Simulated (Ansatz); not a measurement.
Consider this structure.

```
CELL_PARAMETERS angstrom
3.35500 0.00000 0.00000
0.00000 5.67410 0.00000
0.00000 0.00000 4.22197
ATOMIC_POSITIONS crystal
Sn 0.00000 0.23191 0.51314
Sn 0.50000 0.76809 0.01314
O 0.00000 0.89125 0.73686
O 0.50000 0.10875 0.23686
```

> What would you see if this were drawn?

The compound is SnO. Symmetry: Pmn2_1 (No. 31), primitive orthorhombic lattice. It has 4 atoms to the cell (2 Sn, 2 O). Each Sn has three O in a trigonal pyramidal arrangement at 2.15 to 2.16 Å. O bonds to three Sn at 2.15 to 2.16 Å. The bonds build SnO layers parallel to (010).

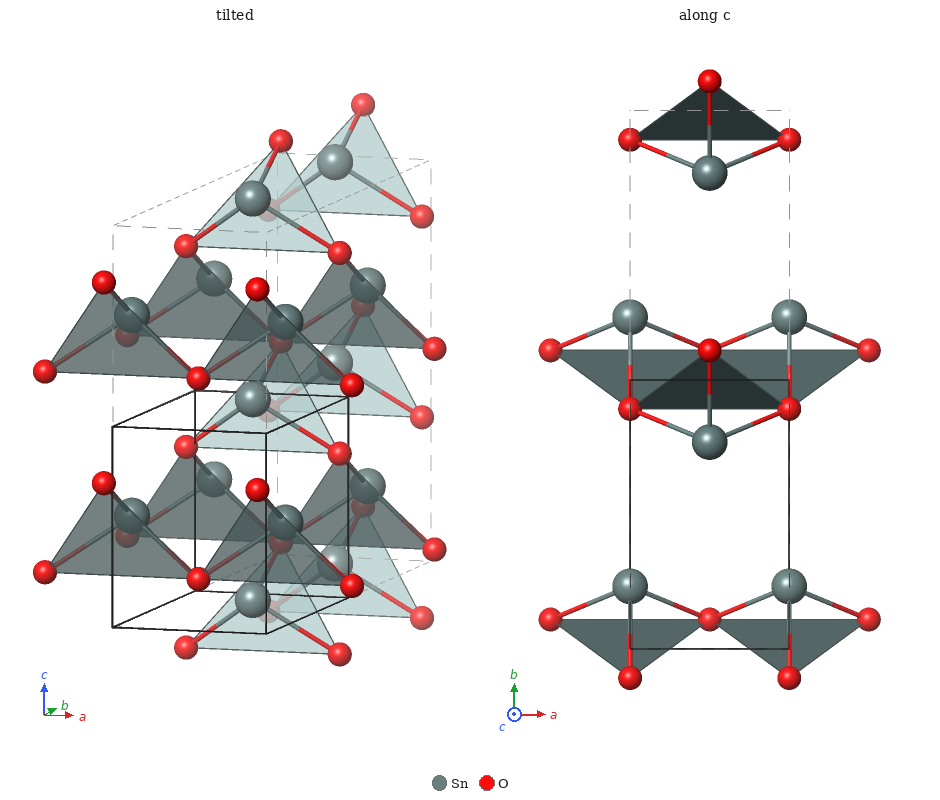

Crystal structure, polyhedral style, seen slightly off an axis and along the c axis. A block of 1×2×2 cells is shown, with one conventional unit cell in solid outline. Some atoms of the next cells are drawn as well. Colours: tin teal, oxygen red.

Origin of the cell: a structure listed in the Materials Project. Earlier steps of the study, as a rule a relaxation of our own, may have changed the cell and positions, so they can lie some per cent off the listed ones. It went into a calculation with Ansatz.

At this level of theory the run's own cell isn't at rest (stretched, at -5 GPa and forces up to 0.7 eV/Å), so its distances can differ from those at equilibrium, the more so the softer the solid.
